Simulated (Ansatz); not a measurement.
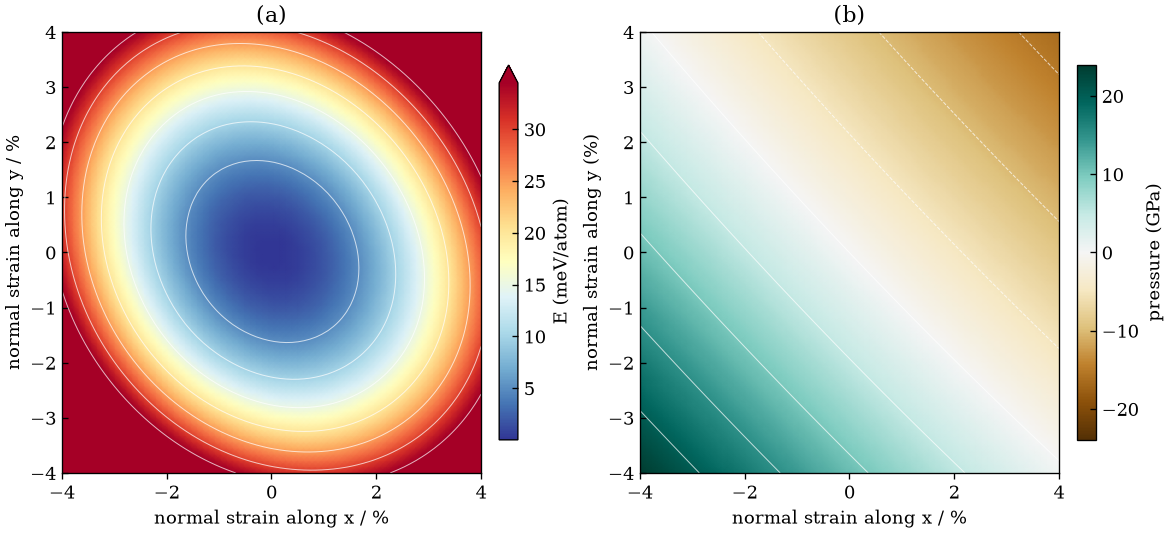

HfO2 (Fm-3m, No. 225; 3 atoms in the cell). The energy is mapped over two homogeneous strains (x, y and z along the cube axes). Coordinates scanned: (1) normal strain along x; (2) normal strain along y. Nothing is relaxed (symmetry fixes all fractional coordinates). The scan uses a 7 × 7 grid; 28 points were computed and 21 follow by symmetry. Points are written as (first, second). All energies are given in meV/atom relative to the lowest grid point. These are results of DFT PBE, scalar-relativistic, plane waves, PAW in Ansatz, not measurements. Settings: cutoff 520 eV, k-mesh 8×8×8, gaussian smearing 0.05 eV, no spin polarisation.

Panel (a) is the energy; panel (b) is the computed pressure, in GPa.

In the figure: a smooth colour map with a few white contour lines, one colour for all values above the top of the scale. Between grid points the surface is interpolated.

**How does the pressure vary over the map, and what is it at the lowest grid point?**

It runs from −16.3 GPa at (4.00 %, 4.00 %) to 23.9 GPa at (−4.00 %, −4.00 %). At the lowest grid point, (0.00 %, 0.00 %), it is 0.0 GPa.

```
normal strain along y ↓, normal strain along x →  −4.00  −2.67  −1.33  0.00   1.33   2.67   4.00
                                            4.00    0.6   −2.8   −5.9  −8.8  −11.5  −14.0  −16.3
                                            2.67    3.8    0.3   −3.1  −6.1   −9.0  −11.6  −14.0
                                            1.33    7.3    3.6    0.1  −3.2   −6.2   −9.0  −11.5
                                            0.00   11.0    7.1    3.4   0.0   −3.2   −6.1   −8.8
                                           −1.33   15.0   10.9    7.0   3.4    0.1   −3.1   −5.9
                                           −2.67   19.3   15.0   10.9   7.1    3.6    0.3   −2.8
                                           −4.00   23.9   19.3   15.0  11.0    7.3    3.8    0.6
```

PAW datasets: the set soft_1.
